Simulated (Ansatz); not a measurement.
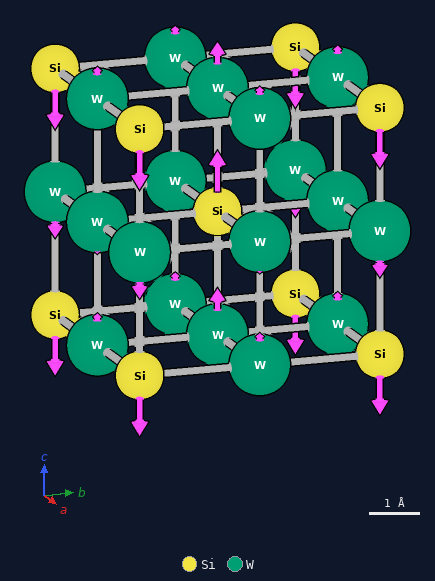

The lowest mode of a crystal of SiW3, space group Im-3m (No. 229), at the zone centre of a doubled cell. The pink arrows are the displacements of the atoms (eigenvector over the root of the mass), of arbitrary overall length and sign. Style: ball-and-stick. Shown: the conventional cell, slightly off an axis. Lengths and directions refer to the drawn axes.

These are results of Ansatz, DFT PBEsol, scalar-relativistic, plane waves, PAW, not measurements. Settings: plane-wave cutoff 420 eV; k-point mesh 10 × 10 × 10; occupations gaussian; smearing width 0.15 eV; no spin polarisation.

Is this crystal at a minimum with respect to the drawn distortion?

No. This is a triply degenerate mode (one member of the set is drawn) at 167i cm⁻¹, the lowest level (the three translations aside). All motion is along c; atoms of one kind move against one another, with no net shift of any sublattice; it mainly bends the Si–W, W–W bonds; the kinetic energy is shared as W 72 %, Si 28 %. It changes sign from one half of the doubled cell to the other: it belongs to the zone boundary, q = (1/2, 1/2, 1/2) in the reciprocal vectors of the undoubled cell. The frequency is imaginary, so the structure is unstable against this distortion. Freezing in the drawn pattern lowers the space group from Im-3m to P4/nmm (No. 129). In all, 3 levels are unstable: triply degenerate 167i cm⁻¹, triply degenerate 164i cm⁻¹, triply degenerate 89i cm⁻¹.
